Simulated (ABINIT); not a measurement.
## Run report: HfB, geometry relaxation (part 1 of 2)

- system: HfB (Fm-3m, 2 atoms in the cell)
- method: Kohn-Sham DFT of a periodic cell, PBE, JTH PAW PBE v2.0, no spin polarisation (ABINIT 10.8.3)

The structure derives from an entry of the Crystallography Open Database.

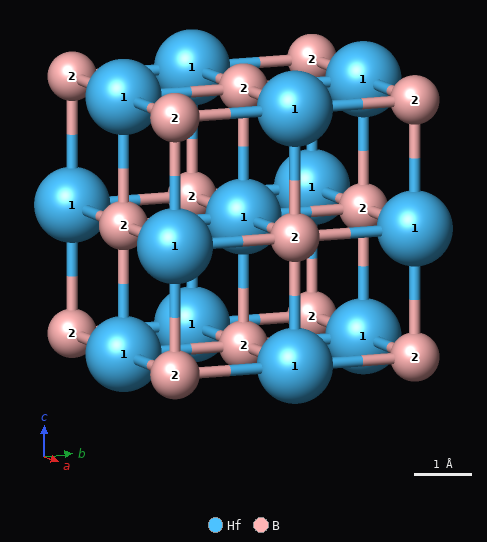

*The input geometry (ball-and-stick view of the cell 4 times as large as that of the calculation, set on its symmetry axes, seen slightly off an axis; atoms are numbered from 1 in the order of the input). An atom can appear more than once, as a periodic image.*

Near neighbours in the periodic cell (some may lie outside the picture): Hf has 6 B at 2.31 Å; B has 6 Hf at 2.31 Å.

Input
```
# Pseudopotentials
pp_dirpath "./"
pseudos "Hf.GGA_PBE-JTH.xml, B.GGA_PBE-JTH.xml"

# Structure
acell 3*1.0
rprim
     0.0000000000     4.3652673479     4.3652673479
     4.3652673479     0.0000000000     4.3652673479
     4.3652673479     4.3652673479     0.0000000000
ntypat 2
znucl 72 5
natom 2
typat 1 2
xred
     0.5000000000     0.5000000000     0.5000000000
     0.0000000000     0.0000000000     0.0000000000
chkprim 0
chksymtnons 0
tolsym 1.0e-6

# Plane-wave basis
ecut 19.0
pawecutdg 38.0
pawxcdev 0
pawovlp -1

# k points
kptopt 1
ngkpt 10 10 10
nshiftk 1
shiftk 0.0 0.0 0.0

# Exchange and correlation
ixc 11

# Bands and occupations
nband 12
occopt 3
tsmear 0.05 eV

# SCF cycle
nstep 100
tolvrs 1.0e-9

# Output
iomode 3
prtwf 0
prtden 0
prteig 0
prtebands 0
enunit 1

# Relaxation
ionmov 2
ntime 60
tolmxf 0.0002
optcell 2
dilatmx 1.08
ecutsm 0.5
strtarget 3*-6.797862e-04 3*0.0
```

Run on 1 thread of Arm Neoverse V1, 24 GiB of memory available, shared host.

Command:
```bash
abinit run.abi > log 2>&1
```

The program's output
```
.Version 10.8.3 of ABINIT
 Symmetries : space group Fm -3 m (#225); Bravais cF (face-center cubic)
================================================================================
 Values of the parameters that define the memory need of the present run
     intxc =       0    ionmov =       2      iscf =      17    lmnmax =      18
     lnmax =       6     mgfft =      30  mpssoang =       3    mqgrid =    3001
     natom =       2  nloc_mem =       2    nspden =       1   nspinor =       1
    nsppol =       1      nsym =      48    n1xccc =       1    ntypat =       2
    occopt =       3   xclevel =       2
       mpw =         854          nfft =       27000          nkpt =          47
 PAW method is used; the additional fine FFT grid is defined by:
   mgfftf=        40    nfftf =     64000
================================================================================
================================================================================

--------------------------------------------------------------------------------
------------- Echo of variables that govern the present computation ------------
--------------------------------------------------------------------------------
 -outvars: echo values of preprocessed input variables --------
            acell      1.0000000000E+00  1.0000000000E+00  1.0000000000E+00 Bohr
              amu      1.78490000E+02  1.08110000E+01
          chkprim           0
      chksymtnons           0
          dilatmx      1.08000000E+00
             ecut      1.90000000E+01 Hartree
           ecutsm      5.00000000E-01 Hartree
           enunit           1
           ionmov           2
              ixc          11
         kptrlatt       10    0    0      0   10    0      0    0   10
          kptrlen      6.17342029E+01
            natom           2
            nband          12
            ngfft          30      30      30
          ngfftdg          40      40      40
             nkpt          47
            nstep         100
             nsym          48
            ntime          60
           ntypat           2
           occopt           3
          optcell           2
        pawecutdg      3.80000000E+01 Hartree
          pawovlp     -1.0000000000E+00
         pawxcdev           0
           prtden           0
        prtebands           0
           prteig           0
            prtwf           0
            rprim      0.0000000000E+00  4.3652673479E+00  4.3652673479E+00
                       4.3652673479E+00  0.0000000000E+00  4.3652673479E+00
                       4.3652673479E+00  4.3652673479E+00  0.0000000000E+00
          spgroup         225
        strtarget     -6.79786200E-04 -6.79786200E-04 -6.79786200E-04
                       0.00000000E+00  0.00000000E+00  0.00000000E+00
           tolmxf      2.00000000E-04
           tolsym      1.00000000E-06
           tolvrs      1.00000000E-09
           tsmear      1.83746611E-03 Hartree
            typat      1  2
           useylm           1
           xangst      2.3099999984E+00  2.3099999984E+00  2.3099999984E+00
                       0.0000000000E+00  0.0000000000E+00  0.0000000000E+00
            xcart      4.3652673479E+00  4.3652673479E+00  4.3652673479E+00
                       0.0000000000E+00  0.0000000000E+00  0.0000000000E+00
             xred      5.0000000000E-01  5.0000000000E-01  5.0000000000E-01
                       0.0000000000E+00  0.0000000000E+00  0.0000000000E+00
            znucl       72.00000    5.00000

================================================================================

 chkinp: Checking input parameters for consistency.

================================================================================
== DATASET  1 ==================================================================

--- !DatasetInfo
iteration_state: {dtset: 1, }
dimensions: {natom: 2, nkpt: 47, mband: 12, nsppol: 1, nspinor: 1, nspden: 1, mpw: 854, }
cutoff_energies: {ecut:  19.0, pawecutdg:  38.0, }
electrons: {nelect:   1.50000000E+01, charge:   0.00000000E+00, occopt:   3.00000000E+00, tsmear:   1.83746611E-03, }
meta: {optdriver: 0, ionmov: 2, optcell: 2, iscf: 17, paral_kgb: 0, }
...

 Exchange-correlation functional for the present dataset will be:
  GGA: Perdew-Burke-Ernzerhof functional - ixc=11
  J.P.Perdew, K.Burke, M.Ernzerhof, PRL 77, 3865 (1996)

 Real(R)+Recip(G) space primitive vectors, cartesian coordinates (Bohr,Bohr^-1):
 R(1)=  0.0000000  4.3652673  4.3652673  G(1)= -0.1145405  0.1145405  0.1145405
 R(2)=  4.3652673  0.0000000  4.3652673  G(2)=  0.1145405 -0.1145405  0.1145405
 R(3)=  4.3652673  4.3652673  0.0000000  G(3)=  0.1145405  0.1145405 -0.1145405
 Unit cell volume ucvol=  1.6636522E+02 bohr^3
 Angles (23,13,12)=  6.00000000E+01  6.00000000E+01  6.00000000E+01 degrees

 Coarse grid specifications (used for wave-functions):

 getcut: wavevector=  0.0000  0.0000  0.0000  ngfft=  30  30  30
         ecut(hartree)=     22.162   => boxcut(ratio)=   2.29568

 getcut : COMMENT -
  Note that boxcut > 2.2 ; recall that boxcut=Gcut(box)/Gcut(sphere) = 2
  is sufficient for exact treatment of convolution.
  Such a large boxcut is a waste : you could raise ecut
  e.g. ecut=   29.198773 Hartrees makes boxcut=2

 Fine grid specifications (used for densities):

 getcut: wavevector=  0.0000  0.0000  0.0000  ngfft=  40  40  40
         ecut(hartree)=     44.323   => boxcut(ratio)=   2.16199

--- Pseudopotential description ------------------------------------------------
- pspini: atom type   1  psp file is ./Hf.GGA_PBE-JTH.xml
 Pseudopotential format is: paw10
 basis_size (lnmax)=  6 (lmn_size= 18), orbitals=   0   0   1   1   2   2
 Spheres core radius: rc_sph= 2.41119446
 Shapefunction is SIN type: shapef(r)=[sin(pi*r/rshp)/(pi*r/rshp)]**2
 Radius for shape functions =  2.41119446
 Compensation charge density is not taken into account in XC energy/potential

- pspini: atom type   2  psp file is ./B.GGA_PBE-JTH.xml
 Pseudopotential format is: paw10
 basis_size (lnmax)=  4 (lmn_size=  8), orbitals=   0   0   1   1
 Spheres core radius: rc_sph= 1.70616958
 Shapefunction is SIN type: shapef(r)=[sin(pi*r/rshp)/(pi*r/rshp)]**2
 Radius for shape functions =  1.40269776
 Compensation charge density is not taken into account in XC energy/potential

   1.45535762E+03                                ecore*ucvol(ha*bohr**3)
--------------------------------------------------------------------------------

================================================================================

=== [ionmov= 2] Broyden-Fletcher-Goldfarb-Shanno method (forces)
================================================================================

--- Iteration: ( 1/60) Internal Cycle: (1/1)
--------------------------------------------------------------------------------

---SELF-CONSISTENT-FIELD CONVERGENCE--------------------------------------------

--- !BeginCycle
iteration_state: {dtset: 1, itime: 1, icycle: 1, }
solver: {iscf: 17, nstep: 100, nline: 4, wfoptalg: 10, }
tolerances: {tolvrs: 1.00E-09, }
...

     iter   Etot(hartree)      deltaE(h)  residm     nres2
 ETOT  1  -52.392291965596    -5.239E+01 3.308E+00 7.881E+00
 ETOT  2  -52.915449588656    -5.232E-01 7.248E-02 1.879E-01
 ETOT  3  -52.915583953919    -1.344E-04 4.717E-02 2.363E-02
 ETOT  4  -52.915625856232    -4.190E-05 6.205E-03 4.903E-04
 ETOT  5  -52.915623813667     2.043E-06 2.188E-03 7.839E-06
 ETOT  6  -52.915623879892    -6.622E-08 1.417E-03 4.031E-07
 ETOT  7  -52.915623879805     8.728E-11 1.104E-03 5.435E-08
 ETOT  8  -52.915623879774     3.090E-11 5.646E-04 2.502E-09
 ETOT  9  -52.915623879768     5.656E-12 4.447E-04 4.613E-11

 At SCF step    9       nres2   =  4.61E-11 < tolvrs=  1.00E-09 =>converged.

 Cartesian components of stress tensor (hartree/bohr^3)
  sigma(1 1)= -1.05367836E-03  sigma(3 2)=  0.00000000E+00
  sigma(2 2)= -1.05367836E-03  sigma(3 1)=  0.00000000E+00
  sigma(3 3)= -1.05367836E-03  sigma(2 1)=  0.00000000E+00

--- !ResultsGS
iteration_state: {dtset: 1, itime: 1, icycle: 1, }
comment   : Summary of ground state results
lattice_vectors:
- [  0.0000000,   4.3652673,   4.3652673, ]
- [  4.3652673,   0.0000000,   4.3652673, ]
- [  4.3652673,   4.3652673,   0.0000000, ]
lattice_lengths: [   6.17342,    6.17342,    6.17342, ]
lattice_angles: [ 60.000,  60.000,  60.000, ] # degrees, (23, 13, 12)
lattice_volume:   1.6636522E+02
convergence: {deltae:  5.656E-12, res2:  4.613E-11, residm:  4.447E-04, diffor: null, }
etotal    :  -5.29156239E+01
entropy   :   0.00000000E+00
fermie    :  -2.13009477E-02
cartesian_stress_tensor: # hartree/bohr^3
- [ -1.05367836E-03,   0.00000000E+00,   0.00000000E+00, ]
- [  0.00000000E+00,  -1.05367836E-03,   0.00000000E+00, ]
- [  0.00000000E+00,   0.00000000E+00,  -1.05367836E-03, ]
pressure_GPa:   3.1000E+01
xred      :
- [  5.0000E-01,   5.0000E-01,   5.0000E-01, Hf]
- [  0.0000E+00,   0.0000E+00,   0.0000E+00,  B]
cartesian_forces: # hartree/bohr
- [ -0.00000000E+00,  -0.00000000E+00,  -0.00000000E+00, ]
- [ -0.00000000E+00,  -0.00000000E+00,  -0.00000000E+00, ]
force_length_stats: {min:   0.00000000E+00, max:   0.00000000E+00, mean:   0.00000000E+00, }
...

 Integrated electronic density in atomic spheres:
 ------------------------------------------------
 Atom  Sphere_radius  Integrated_density
    1        2.41119          9.77459770
    2        1.70617          1.84384752

---OUTPUT-----------------------------------------------------------------------

 Cartesian coordinates (xcart) [bohr]
  4.36526734790000E+00  4.36526734790000E+00  4.36526734790000E+00
  0.00000000000000E+00  0.00000000000000E+00  0.00000000000000E+00
 Reduced coordinates (xred)
  5.00000000000000E-01  5.00000000000000E-01  5.00000000000000E-01
  0.00000000000000E+00  0.00000000000000E+00  0.00000000000000E+00
 Cartesian forces (fcart) [Ha/bohr]; max,rms= 0.00000E+00 0.00000E+00 (free atoms)
 -0.00000000000000E+00 -0.00000000000000E+00 -0.00000000000000E+00
 -0.00000000000000E+00 -0.00000000000000E+00 -0.00000000000000E+00
 Gradient of E wrt nuclear positions in reduced coordinates (gred)
  0.00000000000000E+00  0.00000000000000E+00  0.00000000000000E+00
  0.00000000000000E+00  0.00000000000000E+00  0.00000000000000E+00
 Scale of Primitive Cell (acell) [bohr]
  1.00000000000000E+00  1.00000000000000E+00  1.00000000000000E+00
 Real space primitive translations (rprimd) [bohr]
  0.00000000000000E+00  4.36526734790000E+00  4.36526734790000E+00
  4.36526734790000E+00  0.00000000000000E+00  4.36526734790000E+00
  4.36526734790000E+00  4.36526734790000E+00  0.00000000000000E+00
 Unitary Cell Volume (ucvol) [Bohr^3]=  1.66365219160118E+02
 Angles (23,13,12)= [degrees]
  6.00000000000000E+01  6.00000000000000E+01  6.00000000000000E+01
 Lengths [Bohr]
  6.17342028678461E+00  6.17342028678461E+00  6.17342028678461E+00
 Stress tensor in cartesian coordinates (strten) [Ha/bohr^3]
 -1.05367835936528E-03  0.00000000000000E+00  0.00000000000000E+00
  0.00000000000000E+00 -1.05367835936526E-03  0.00000000000000E+00
  0.00000000000000E+00  0.00000000000000E+00 -1.05367835936525E-03
 Total energy (etotal) [Ha]= -5.29156238797683E+01

--- Iteration: ( 2/60) Internal Cycle: (1/1)
--------------------------------------------------------------------------------

---SELF-CONSISTENT-FIELD CONVERGENCE--------------------------------------------

--- !BeginCycle
iteration_state: {dtset: 1, itime: 2, icycle: 1, }
solver: {iscf: 17, nstep: 100, nline: 4, wfoptalg: 10, }
tolerances: {tolvrs: 1.00E-09, }
...

     iter   Etot(hartree)      deltaE(h)  residm     nres2
 ETOT  1  -52.921825225570    -5.292E+01 5.662E-03 1.164E+00
 ETOT  2  -52.920726243676     1.099E-03 2.831E-04 3.502E-02
 ETOT  3  -52.920705122624     2.112E-05 1.193E-04 5.413E-03
 ETOT  4  -52.920700013779     5.109E-06 1.464E-04 5.313E-05
 ETOT  5  -52.920700211680    -1.979E-07 4.478E-05 5.952E-06
 ETOT  6  -52.920700212885    -1.205E-09 6.323E-05 1.495E-07
 ETOT  7  -52.920700213297    -4.119E-10 1.794E-05 2.242E-08
 ETOT  8  -52.920700213291     6.374E-12 3.220E-05 6.803E-10

 At SCF step    8       nres2   =  6.80E-10 < tolvrs=  1.00E-09 =>converged.

 Cartesian components of stress tensor (hartree/bohr^3)
  sigma(1 1)= -7.50217865E-04  sigma(3 2)=  0.00000000E+00
  sigma(2 2)= -7.50217865E-04  sigma(3 1)=  0.00000000E+00
  sigma(3 3)= -7.50217865E-04  sigma(2 1)=  0.00000000E+00

--- !ResultsGS
iteration_state: {dtset: 1, itime: 2, icycle: 1, }
comment   : Summary of ground state results
lattice_vectors:
- [  0.0000000,   4.4142315,   4.4142315, ]
- [  4.4142315,   0.0000000,   4.4142315, ]
- [  4.4142315,   4.4142315,   0.0000000, ]
lattice_lengths: [   6.24267,    6.24267,    6.24267, ]
lattice_angles: [ 60.000,  60.000,  60.000, ] # degrees, (23, 13, 12)
lattice_volume:   1.7202649E+02
convergence: {deltae:  6.374E-12, res2:  6.803E-10, residm:  3.220E-05, diffor: null, }
etotal    :  -5.29207002E+01
entropy   :   0.00000000E+00
fermie    :  -2.23058138E-02
cartesian_stress_tensor: # hartree/bohr^3
- [ -7.50217865E-04,   0.00000000E+00,   0.00000000E+00, ]
- [  0.00000000E+00,  -7.50217865E-04,   0.00000000E+00, ]
- [  0.00000000E+00,   0.00000000E+00,  -7.50217865E-04, ]
pressure_GPa:   2.2072E+01
xred      :
- [  5.0000E-01,   5.0000E-01,   5.0000E-01, Hf]
- [  0.0000E+00,   0.0000E+00,   0.0000E+00,  B]
cartesian_forces: # hartree/bohr
- [ -0.00000000E+00,  -0.00000000E+00,  -0.00000000E+00, ]
- [ -0.00000000E+00,  -0.00000000E+00,  -0.00000000E+00, ]
force_length_stats: {min:   0.00000000E+00, max:   0.00000000E+00, mean:   0.00000000E+00, }
...

 Integrated electronic density in atomic spheres:
 ------------------------------------------------
 Atom  Sphere_radius  Integrated_density
    1        2.41119          9.69606806
    2        1.70617          1.82342563

---OUTPUT-----------------------------------------------------------------------
```
